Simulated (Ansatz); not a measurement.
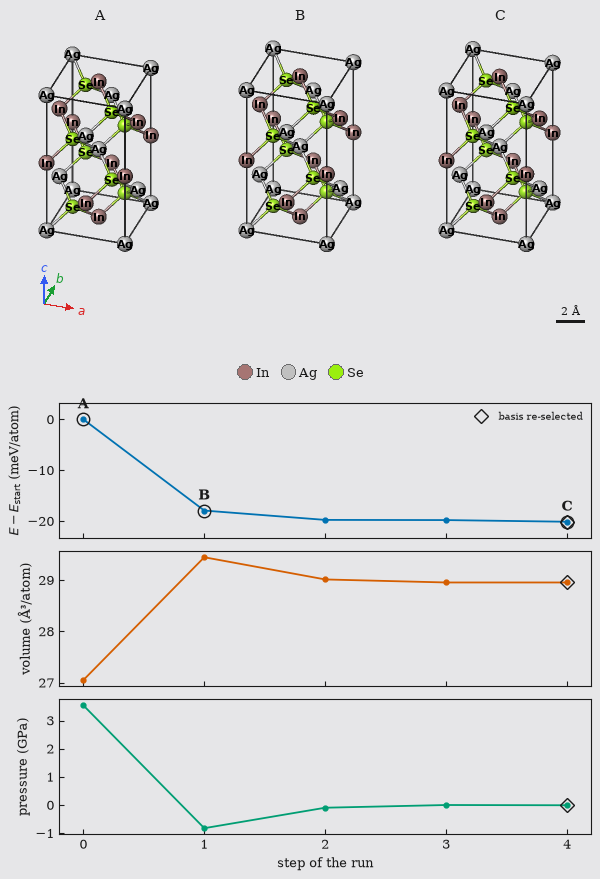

Frames of a relaxation of crystalline InAgSe$_{2}$ (built on the database type), marked on the history of the run. Style: ball-and-stick. Shown: the conventional cell (2 times the calculation's cell), from a free direction. Lengths and directions refer to the drawn axes.

Case: structure reported for this formula (I-42d, No. 122).

These are results of DFT PBE, scalar-relativistic, plane waves, PAW (Ansatz 0.2.0), not measurements.

The input:
```yaml
crystal:
  lattice:
    - [-3.045, 3.045, 5.835]
    - [3.045, -3.045, 5.835]
    - [3.045, 3.045, -5.835]
  atoms:
    - { symbol: In, position: [0.5, 0.5, 0.0] }
    - { symbol: In, position: [0.25, 0.75, 0.5] }
    - { symbol: Ag, position: [0.0, 0.0, 0.0] }
    - { symbol: Ag, position: [0.75, 0.25, 0.5] }
    - { symbol: Se, position: [0.375, 0.375, 0.5] }
    - { symbol: Se, position: [0.625, 0.125, 0.0] }
    - { symbol: Se, position: [0.875, 0.875, 0.5] }
    - { symbol: Se, position: [0.125, 0.625, 0.0] }
basis:
  ecutwfc: 420
kpoints:
  mp_grid: { grid: [8, 8, 8] }
hamiltonian:
  xc: pbe
scf:
  occupations: { method: gaussian, width: 0.01 }
output:
  forces: true
  stress: true
  eigenvalues: true
relax:
  adjacent_minimum: "off"
  f_tol: 0.01
  max_steps: 80
  cell: { stress_tol: 0.05 }
```

Run as
```bash
ansatz run input.yaml --threads 1 --pin off --max-ram 2560MiB --backend cpu --events-out ev --progress --plain --runs-dir out
```

> Describe the path.

After 3 accepted moves (4 points after the start) the energy has fallen by 20.1 meV per atom. The largest force component goes from 0.058 to 0.0021 eV/Å. Pressure: 3.54 GPa at the start and −0.01 GPa at the end. The SCF was repeated once at an unchanged geometry on a basis and grid sized afresh for the cell, which shifted the energy by 0.3 meV per atom at most. The largest moves relative to the cell, 0.024 Å, are those of Se5, Se6, Se7 and Se8. Se8 goes along +b. In and Ag stay in place. Cell: a = b 6.090 → 6.196 Å (+1.7 %), c 11.670 → 12.067 Å (+3.4 %). Volume +7.0 %. Near-neighbour distances that change, for instance: Ag3–Se5 2.601 → 2.674 Å, In1–Se5 2.601 → 2.646 Å. The space group stays I-42d (No. 122). Cost: 10 min on 1 thread of Arm Neoverse V1 (shared host), peak memory 1 GiB. From step 0 to 1: volume +8.9 %, energy −17.9 meV per atom. From step 1 to 4: volume −1.7 %, energy −2.2 meV per atom.

| step | E − E(0), meV/atom | largest force component, eV/Å | pressure, GPa | volume, Å³/atom | note |
| --- | --- | --- | --- | --- | --- |
| 0 | 0.00 | 0.0576 | 3.54 | 27.051 |  |
| 1 | -17.92 | 0.1258 | -0.82 | 29.447 |  |
| 2 | -19.76 | 0.0051 | -0.10 | 29.014 |  |
| 3 | -19.79 | 0.0023 | 0.00 | 28.955 |  |
| 4 | -20.12 | 0.0021 | -0.01 | 28.955 | same geometry, new basis |
